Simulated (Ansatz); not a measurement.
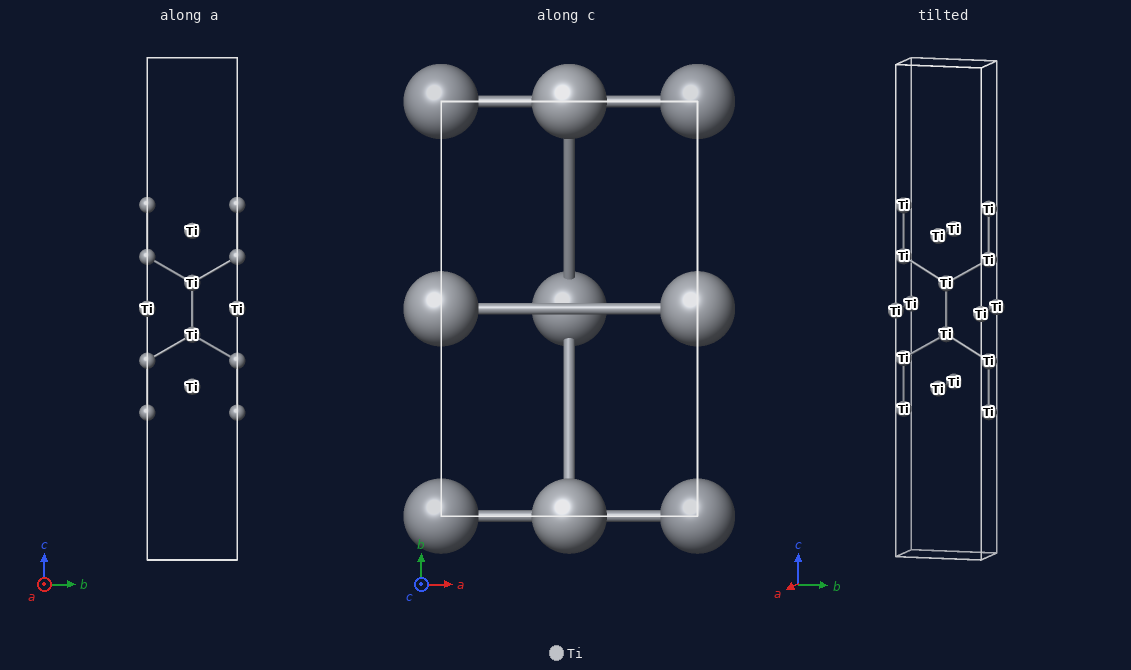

The crystal in a ball-and-stick representation, seen along the a axis, along the c axis and slightly off an axis. Atoms at the boundary of the simulation cell (the box) are drawn once for each face, edge or corner they touch.

Caption:

- The element is titanium.
- The cell holds nine atoms.
- By contacts within bonding range, the coordination numbers are Ti 2 to 5 (mean 3.6). Not all metal-metal contacts are counted.

Provenance: a structure listed in the Materials Project, from which a slab was cut. Earlier steps of the study may have refined or changed the cell and positions. It was run through Ansatz as a DFT input.
